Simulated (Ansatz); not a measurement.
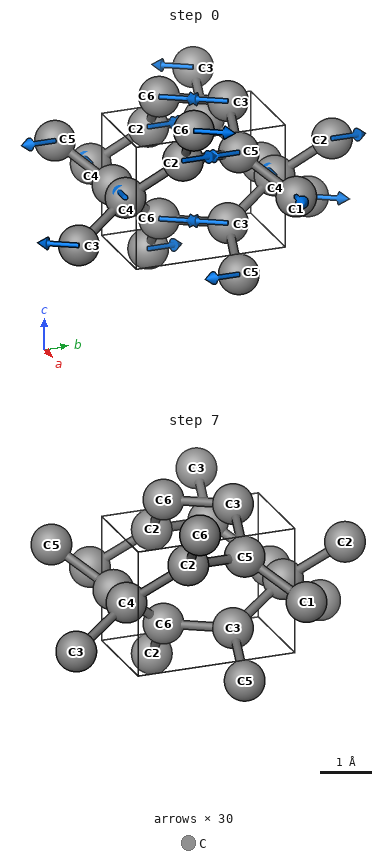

The structure of a crystal of C (a generated structure, set up in P6_422) (coarse preliminary run) before (top) and after (bottom) a relaxation, at one scale. The blue arrows give the displacements (the part carried along by the change of the cell is left out), 30 times their true length.

The picture is a ball-and-stick view of the cell of the calculation, seen slightly off an axis.

Level of theory: Ansatz, DFT PBE, scalar-relativistic, plane waves, PAW.

The input:
```yaml
crystal:
  lattice:
    - [3.87531178, 0.0, 0.0]
    - [-1.93765589, 3.35611845, 0.0]
    - [0.0, 0.0, 2.45907893]
  atoms:
    - { symbol: C, position: [0.31277466, 0.0, 0.5] }
    - { symbol: C, position: [0.0, 0.31277466, 0.83333333] }
    - { symbol: C, position: [0.68722534, 0.68722534, 0.16666667] }
    - { symbol: C, position: [0.68722534, 0.0, 0.5] }
    - { symbol: C, position: [0.0, 0.68722534, 0.83333333] }
    - { symbol: C, position: [0.31277466, 0.31277466, 0.16666667] }
basis:
  ecutwfc: 420
kpoints:
  mp_grid: { grid: [6, 6, 8] }
hamiltonian:
  xc: pbe
scf:
  occupations: { method: gaussian, width: 0.1 }
  lower_state_search: "off"
output:
  forces: true
  stress: true
  eigenvalues: true
relax:
  adjacent_minimum: "off"
  f_tol: 0.04
  max_steps: 70
  cell: { stress_tol: 0.4 }
```

Launched with:
```bash
ansatz run input.yaml --threads 1 --pin off --max-ram 2560MiB --backend cpu --events-out ev --progress --plain --runs-dir out
```

Q: Summarise the run.

A: The largest moves relative to the cell, 0.030 Å, are those of C1, C2, C3, C4, C5 and C6. C1 goes along +a. The drawn cell changes as follows: a = b 3.875 → 4.074 Å (+5.1 %), c 2.459 → 2.501 Å (+1.7 %); the volume changes by +12.4 %. Near-neighbour distances that change, for instance: C1–C5 1.463 → 1.548 Å, C1–C4 1.451 → 1.466 Å. The space group stays P6_422 (No. 181). Over 5 accepted moves (7 points after the start) the energy falls by 137 meV per atom. Largest force component: 1.3 eV/Å at the start, 0.00074 eV/Å at the end. The pressure goes from 59.53 to 0.05 GPa. At 2 points the geometry stayed and the basis and grid were re-selected for the new cell (energy shift of 6.1 meV per atom at most each time). Cost: 22 s on 1 thread of Arm Neoverse V1 (shared host), peak memory 0.3 GiB.
